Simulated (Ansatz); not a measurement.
MoTe2: geometry relaxation (part 1 of 3)

MoTe2 (slab, 6 atoms in the cell), computed with DFT PBE+D3(BJ), scalar-relativistic, plane waves, PAW, PAW set soft_1, no spin polarisation (Ansatz 0.2.0).

The structure derives from an entry of the Crystallography Open Database. The input holds or restrains some coordinates. Forces given for the steps count only the free coordinates.

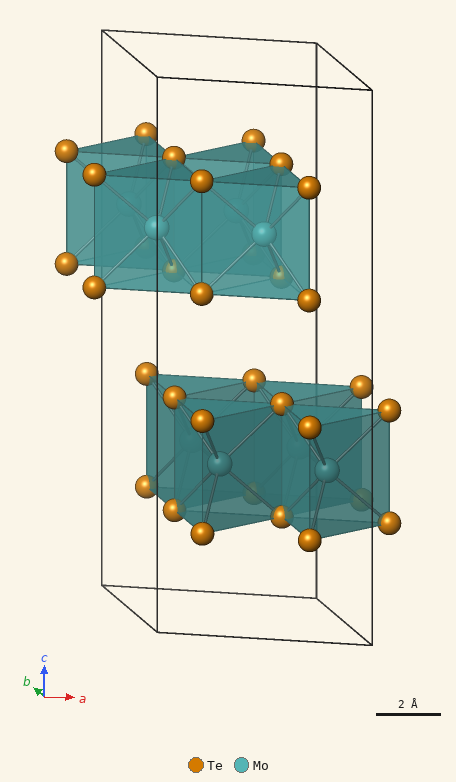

Fig. 1: The structure as given in the input (polyhedral view of the 2 × 2 repeat of the cell, with the vacuum cut short, seen slightly off an axis; polyhedra are completed across the faces of the cell). An atom can appear more than once, as a periodic image.

Summary

- outcome: converged under the restraints of the input
- electrons treated: 92
- free energy: −37836.6387 eV
- work function, top face: 4.27 eV
- work function, bottom face: 4.27 eV
- Fermi energy: 5.488 eV
- gap on the k-point mesh: 1.04 eV
- final volume: 263.34 Å³
- work function (upper face): 4.27 eV
- largest force (length of the vector) at the end, held atoms and coordinates included: 0.082 eV/Å
- hardware: 1 thread of Intel Xeon (Sapphire Rapids), 32 GiB of memory available, shared host
- wall time: 5.1 min
- peak memory: 0.78 GiB

The input
```yaml
crystal:
  lattice:
    - [3.5038817003, 0.0, 0.0]
    - [-1.7519408501, 3.0344505643, 0.0]
    - [0.0, 0.0, 24.767719909]
  atoms:
    - { symbol: Te, position: [0.3333333333, 0.6666666667, 0.1816881011] }
    - { symbol: Mo, position: [0.6666666667, 0.3333333333, 0.2550123525] }
    - { symbol: Te, position: [0.3333333333, 0.6666666667, 0.3283368177] }
    - { symbol: Te, position: [0.5, 1.3333333333, 0.4746335819] }
    - { symbol: Mo, position: [0.1666666667, 1.6666666667, 0.547952652] }
    - { symbol: Te, position: [0.5, 1.3333333333, 0.6212759809] }
basis:
  ecutwfc: 420
kpoints:
  mp_grid: { grid: [9, 9, 1] }
hamiltonian:
  xc: pbe
  pseudopotentials: { kind: paw, azcp: { folder: soft_1 } }
  dispersion: d3bj
scf:
  occupations: { method: gaussian, width: 0.05 }
output:
  forces: true
  eigenvalues: true
relax:
  adjacent_minimum: "off"
  f_tol: 0.003
  max_steps: 20
  constraints: [{ site: 0 }, { sites: [1, 2, 3, 4, 5], fix: xy }]
efield:
  axis: 3
  dipole_correction: true
  ramp_width: 0.04
```

Launch command:
```bash
ansatz run input.yaml --threads 1 --pin off --max-ram 3072MiB --backend cpu --events-out ev --progress --plain --runs-dir out
```

Log
```
Engine: ansatz 0.2.0, x86_64-unknown-linux-gnu
Pseudopotentials: kind: paw
Pseudopotential: Te, paw, valence charge 16, recommended cutoff 420 eV (normal), [file]
Pseudopotential: Mo, paw, valence charge 14, recommended cutoff 420 eV (normal), [file]
Functional definition: PBE
  parameter kappa = 0.804
  parameter beta = 0.06672455060314922
  exchange = pbe_x(kappa = kappa, mu = beta*pi^2/3)
  correlation = pbe_c(beta = beta)
Crystal: 6 atoms, lattice volume = 263.339 Å³
Basis set: ecut = 420 eV, 5141 PW (Γ), exchange–correlation on 48×48×360 points (8 copies of the dense FFT grid, shifted against one another)
Bands: 56, of which v1, the nominal top of the filled ones, is band 46 counted from 1 (45 counted from 0)
Symmetry: 1 space group operations
Space group: P1 (ITA 1), of the structure as read, at distance tolerance 6.4e-5 Å
k-points: 41 of 81 (time reversal used)
Non-local potential: Te, projectors of the file, l = 0: 2, l = 1: 2, l = 2: 2, l = 3: 1
Non-local potential: Mo, projectors of the file, l = 0: 3, l = 1: 2, l = 2: 2, l = 3: 1
PAW form: soft (Blöchl's): semilocal exchange-correlation on the pseudo side does not see the compensation charge
PAW one-centre angular grid: Te, 590 points (default); XC on 64 Gauss nodes
PAW one-centre angular grid: Mo, 590 points (default); XC on 64 Gauss nodes
Initial density: superposition of atomic densities (neutral atoms: chi_scale 0, normalization atom)
Initial wavefunctions: pseudopotential atomic-orbital guess
Functional: x = pbe(κ = 0.804, μ = 0.2195149727645171), c = pbe(β = 0.06672455060314922)
SCF iter   1: F=—  HF=-37837.888311 eV  |F-HF|=—  |Δ(HF+E_count)|=         —  Δρ=3.68e-2  dr2=4.83e0  ethr=3.10e-3  p=0.000 e·Å  D=4.10e-8 V/Å  ΔV_dip=-0.00 eV  dr2_dipole=8.08e-10  V_vac-E_F(+/−)=4.97/4.97 eV  ⟨swp⟩=11.4  Hψ=10755  notcnv=0
efield: sawtooth ramp at fractional position 0.8815 (placed from the atoms, in the widest stretch of the axis that holds none; the zero of the levels goes with the place), width 0.0400; the density the first Hamiltonian is built on has a dipole p = 0.000 e·Å; the dipole correction subtracts the counter field D = 4.10e-8 V/Å, which shifts the + side's vacuum level by -0.00 eV against the − side's; the planar-averaged density in the ramp window peaks in size at 2.9e-7 e/Å³
preconditioner: auto → Resta (q_TF=auto, 2.290 Å⁻¹)  ε∞=4.2  [insulator: Δε(μ)=1.168 eV  Ē_g=7.691 eV  σ=0.050 eV  W_gap=1.00  n_scr=60 (ndim 8)  ℏωp=13.7 eV  f_vac=0.415  D(μ)=0.00/eV (n_scr^D=0)  ε∞_Penn≈4.2  vacuum switching on, ρ_ref=4.3e-3 e/Å³]
SCF iter   2: F=—  HF=-37837.005897 eV  |F-HF|=—  |Δ(HF+E_count)|=   8.82e-1  Δρ=1.64e-2  dr2=2.90e0  ethr=3.10e-3  p=-0.000 e·Å  D=-8.18e-7 V/Å  ΔV_dip=0.00 eV  dr2_dipole=1.27e-9  V_vac-E_F(+/−)=5.39/5.39 eV  ⟨swp⟩=3.0  Hψ=4216  notcnv=0  defer=120
SCF iter   3: F=—  HF=-37836.713172 eV  |F-HF|=—  |Δ(HF+E_count)|=   2.93e-1  Δρ=1.19e-2  dr2=4.49e-1  ethr=3.10e-3  p=0.000 e·Å  D=2.16e-6 V/Å  ΔV_dip=-0.00 eV  dr2_dipole=1.23e-9  V_vac-E_F(+/−)=4.59/4.59 eV  ⟨swp⟩=2.7  Hψ=2963  notcnv=0  defer=120
SCF iter   4: F=—  HF=-37836.639369 eV  |F-HF|=—  |Δ(HF+E_count)|=   7.38e-2  Δρ=5.03e-3  dr2=8.21e-2  ethr=4.88e-4  p=-0.000 e·Å  D=-7.00e-6 V/Å  ΔV_dip=0.00 eV  dr2_dipole=2.59e-8  V_vac-E_F(+/−)=4.49/4.49 eV  ⟨swp⟩=2.0  Hψ=3100  notcnv=0  defer=120
SCF iter   5: F=—  HF=-37836.624311 eV  |F-HF|=—  |Δ(HF+E_count)|=   1.51e-2  Δρ=1.00e-3  dr2=5.28e-3  ethr=8.92e-5  p=0.000 e·Å  D=4.52e-5 V/Å  ΔV_dip=-0.00 eV  dr2_dipole=2.78e-7  V_vac-E_F(+/−)=4.33/4.33 eV  ⟨swp⟩=2.0  Hψ=3111  notcnv=0  defer=120
SCF iter   6: F=—  HF=-37836.624152 eV  |F-HF|=—  |Δ(HF+E_count)|=   1.60e-4  Δρ=3.86e-4  dr2=4.88e-3  ethr=5.74e-6  p=-0.000 e·Å  D=-5.97e-5 V/Å  ΔV_dip=0.00 eV  dr2_dipole=7.83e-7  V_vac-E_F(+/−)=4.32/4.32 eV  ⟨swp⟩=2.2  Hψ=2930  notcnv=0  defer=120
SCF iter   7: F=—  HF=-37836.623933 eV  |F-HF|=—  |Δ(HF+E_count)|=   2.18e-4  Δρ=1.56e-4  dr2=1.47e-4  ethr=5.31e-6  p=0.000 e·Å  D=8.98e-6 V/Å  ΔV_dip=-0.00 eV  dr2_dipole=3.67e-9  V_vac-E_F(+/−)=4.28/4.28 eV  ⟨swp⟩=2.0  Hψ=2404  notcnv=0  defer=120
SCF iter   8: F=—  HF=-37836.623972 eV  |F-HF|=—  |Δ(HF+E_count)|=   3.90e-5  Δρ=7.46e-5  dr2=2.40e-5  ethr=1.60e-7  p=-0.000 e·Å  D=-2.54e-5 V/Å  ΔV_dip=0.00 eV  dr2_dipole=1.78e-7  V_vac-E_F(+/−)=4.26/4.26 eV  ⟨swp⟩=2.9  Hψ=3469  notcnv=0  defer=120
SCF iter   9: F=—  HF=-37836.623971 eV  |F-HF|=—  |Δ(HF+E_count)|=   1.33e-6  Δρ=2.71e-5  dr2=5.92e-6  ethr=2.61e-8  p=0.000 e·Å  D=7.50e-5 V/Å  ΔV_dip=-0.00 eV  dr2_dipole=9.25e-7  V_vac-E_F(+/−)=4.25/4.26 eV  ⟨swp⟩=2.0  Hψ=2818  notcnv=0  defer=120
SCF iter  10: F=—  HF=-37836.623971 eV  |F-HF|=—  |Δ(HF+E_count)|=   3.44e-7  Δρ=1.55e-5  dr2=2.03e-6  ethr=6.43e-9  p=-0.000 e·Å  D=-3.39e-5 V/Å  ΔV_dip=0.00 eV  dr2_dipole=3.03e-7  V_vac-E_F(+/−)=4.25/4.25 eV  ⟨swp⟩=2.0  Hψ=2709  notcnv=0  defer=120
SCF iter  11: F=—  HF=-37836.623971 eV  |F-HF|=—  |Δ(HF+E_count)|=   1.22e-7  Δρ=6.64e-6  dr2=2.67e-7  ethr=2.20e-9  p=-0.000 e·Å  D=-7.65e-6 V/Å  ΔV_dip=0.00 eV  dr2_dipole=3.26e-8  V_vac-E_F(+/−)=4.25/4.25 eV  ⟨swp⟩=1.8  Hψ=2464  notcnv=0  defer=120
iter 12 did not close the SCF: its close was put off until two iterations running show no level that it waits for move by more than its bar (scf_convergence_deferred on its scf_iter line)
SCF iter  12: F=-37836.623971 eV  HF=-37836.623971 eV  |F-HF|=2.34e-8  |Δ(HF+E_count)|=  1.89e-10  Δρ=1.76e-6  dr2=3.04e-8  ethr=2.45e-10  p=0.000 e·Å  D=9.30e-6 V/Å  ΔV_dip=-0.00 eV  dr2_dipole=1.94e-9  V_vac-E_F(+/−)=4.25/4.25 eV  ⟨swp⟩=14.9  Hψ=10141  notcnv=0
iter 13 did not close the SCF: its close was put off until two iterations running show no level that it waits for move by more than its bar (scf_convergence_deferred on its scf_iter line)
SCF iter  13: F=-37836.623971 eV  HF=-37836.623971 eV  |F-HF|=2.72e-8  |Δ(HF+E_count)|=   2.12e-9  Δρ=1.20e-6  dr2=2.04e-8  ethr=3.30e-11  p=-0.000 e·Å  D=-1.83e-6 V/Å  ΔV_dip=0.00 eV  dr2_dipole=8.76e-9  V_vac-E_F(+/−)=4.25/4.25 eV  ⟨swp⟩=2.0  Hψ=6158  notcnv=0
SCF iter  14: F=-37836.623971 eV  HF=-37836.623971 eV  |F-HF|=5.02e-10  |Δ(HF+E_count)|=   1.99e-9  Δρ=3.12e-7  dr2=7.20e-10  ethr=2.21e-11  p=0.000 e·Å  D=4.82e-6 V/Å  ΔV_dip=-0.00 eV  dr2_dipole=1.27e-10  V_vac-E_F(+/−)=4.25/4.25 eV  ⟨swp⟩=2.5  Hψ=6056  notcnv=0
SCF 1 converged in 14 iterations: F = -37836.623971 eV  dr2 = 7.20e-10
  greatest PAW one-centre occupation: 0.999 electrons in one spin orbital (limit 2), on the Mo atom at site 4 (counted from 0), in its partial waves of l = 0
relax step   1: F+E_penalty+E_count = -37836.62397059 eV  Δ(F+E_penalty+E_count) = +0.000e0 eV  max|allowed force component| = 9.041e-2 eV/Å  Δτ_max = 0.0000 Å  (14 SCF iters, dr2 threshold 2.25e-7 eV, accepted)
Initial density: handed on by an earlier stage of this run
Initial wavefunctions: those handed on with the density
iter 1 solved again at ethr=1.89e-4 eV; its pass at ethr=3.10e-3 eV (dr2=1.74e-1 eV) is discarded
SCF iter   1: F=—  HF=-37836.657833 eV  |F-HF|=—  |Δ(HF+E_count)|=         —  Δρ=8.61e-3  dr2=1.74e-1  ethr=1.89e-4  p=0.000 e·Å  D=5.05e-6 V/Å  ΔV_dip=-0.00 eV  dr2_dipole=4.21e-3  V_vac-E_F(+/−)=4.25/4.25 eV  ⟨swp⟩=1.6  Hψ=8845  notcnv=0  defer=116
efield: sawtooth ramp at fractional position 0.8815 (handed on by an earlier solve), width 0.0400; the density the first Hamiltonian is built on has a dipole p = 0.000 e·Å; the dipole correction subtracts the counter field D = 5.05e-6 V/Å, which shifts the + side's vacuum level by -0.00 eV against the − side's; the planar-averaged density in the ramp window peaks in size at 1.2e-6 e/Å³
preconditioner: auto → Resta (q_TF=auto, 2.290 Å⁻¹)  ε∞=4.5  [insulator: Δε(μ)=0.987 eV  Ē_g=7.290 eV  σ=0.050 eV  W_gap=1.00  n_scr=60 (ndim 8)  ℏωp=13.7 eV  f_vac=0.429  D(μ)=0.00/eV (n_scr^D=0)  ε∞_Penn≈4.5  vacuum switching on, ρ_ref=3.9e-3 e/Å³]
SCF iter   2: F=—  HF=-37836.635750 eV  |F-HF|=—  |Δ(HF+E_count)|=   2.21e-2  Δρ=4.61e-3  dr2=5.60e-2  ethr=1.89e-4  p=0.012 e·Å  D=8.00e-3 V/Å  ΔV_dip=-0.20 eV  dr2_dipole=4.19e-3  V_vac-E_F(+/−)=4.11/4.31 eV  ⟨swp⟩=2.1  Hψ=2796  notcnv=0  defer=116
SCF iter   3: F=—  HF=-37836.632496 eV  |F-HF|=—  |Δ(HF+E_count)|=   3.25e-3  Δρ=2.75e-3  dr2=3.90e-2  ethr=6.09e-5  p=-0.004 e·Å  D=-2.54e-3 V/Å  ΔV_dip=0.06 eV  dr2_dipole=4.35e-3  V_vac-E_F(+/−)=4.26/4.20 eV  ⟨swp⟩=2.2  Hψ=3336  notcnv=0  defer=116
SCF iter   4: F=—  HF=-37836.629428 eV  |F-HF|=—  |Δ(HF+E_count)|=   3.07e-3  Δρ=5.98e-4  dr2=2.43e-3  ethr=4.24e-5  p=0.002 e·Å  D=1.57e-3 V/Å  ΔV_dip=-0.04 eV  dr2_dipole=1.96e-4  V_vac-E_F(+/−)=4.24/4.27 eV  ⟨swp⟩=1.9  Hψ=2732  notcnv=0  defer=116
SCF iter   5: F=—  HF=-37836.629359 eV  |F-HF|=—  |Δ(HF+E_count)|=   6.87e-5  Δρ=3.24e-4  dr2=1.06e-3  ethr=2.65e-6  p=0.000 e·Å  D=1.24e-4 V/Å  ΔV_dip=-0.00 eV  dr2_dipole=2.01e-5  V_vac-E_F(+/−)=4.24/4.24 eV  ⟨swp⟩=2.1  Hψ=2735  notcnv=0  defer=120
SCF iter   6: F=—  HF=-37836.629317 eV  |F-HF|=—  |Δ(HF+E_count)|=   4.26e-5  Δρ=1.44e-4  dr2=2.06e-4  ethr=1.15e-6  p=0.000 e·Å  D=1.01e-4 V/Å  ΔV_dip=-0.00 eV  dr2_dipole=2.29e-8  V_vac-E_F(+/−)=4.24/4.25 eV  ⟨swp⟩=1.8  Hψ=2445  notcnv=0  defer=120
SCF iter   7: F=—  HF=-37836.629348 eV  |F-HF|=—  |Δ(HF+E_count)|=   3.13e-5  Δρ=7.35e-5  dr2=4.43e-5  ethr=2.24e-7  p=-0.000 e·Å  D=-1.77e-4 V/Å  ΔV_dip=0.00 eV  dr2_dipole=1.21e-6  V_vac-E_F(+/−)=4.26/4.25 eV  ⟨swp⟩=2.0  Hψ=2822  notcnv=0  defer=120
SCF iter   8: F=—  HF=-37836.629347 eV  |F-HF|=—  |Δ(HF+E_count)|=   1.12e-6  Δρ=1.80e-5  dr2=2.61e-6  ethr=4.81e-8  p=-0.000 e·Å  D=-2.52e-4 V/Å  ΔV_dip=0.01 eV  dr2_dipole=1.99e-8  V_vac-E_F(+/−)=4.26/4.25 eV  ⟨swp⟩=2.0  Hψ=2654  notcnv=0  defer=120
SCF iter   9: F=—  HF=-37836.629347 eV  |F-HF|=—  |Δ(HF+E_count)|=   4.17e-7  Δρ=8.84e-6  dr2=9.77e-7  ethr=2.84e-9  p=-0.001 e·Å  D=-4.03e-4 V/Å  ΔV_dip=0.01 eV  dr2_dipole=2.63e-7  V_vac-E_F(+/−)=4.26/4.25 eV  ⟨swp⟩=2.1  Hψ=2828  notcnv=0  defer=120
SCF iter  10: F=-37836.629347 eV  HF=-37836.629347 eV  |F-HF|=1.60e-7  |Δ(HF+E_count)|=   5.94e-8  Δρ=3.77e-6  dr2=1.58e-7  ethr=5.55e-10  p=-0.001 e·Å  D=-3.69e-4 V/Å  ΔV_dip=0.01 eV  dr2_dipole=4.85e-8  V_vac-E_F(+/−)=4.26/4.25 eV  ⟨swp⟩=13.6  Hψ=9424  notcnv=0
SCF 2 converged in 10 iterations: F = -37836.629347 eV  dr2 = 1.58e-7
relax step   2: F+E_penalty+E_count = -37836.62934689 eV  Δ(F+E_penalty+E_count) = -5.376e-3 eV  max|allowed force component| = 2.865e-1 eV/Å  Δτ_max = 0.1947 Å  (10 SCF iters, dr2 threshold 5.11e-7 eV, accepted)
```
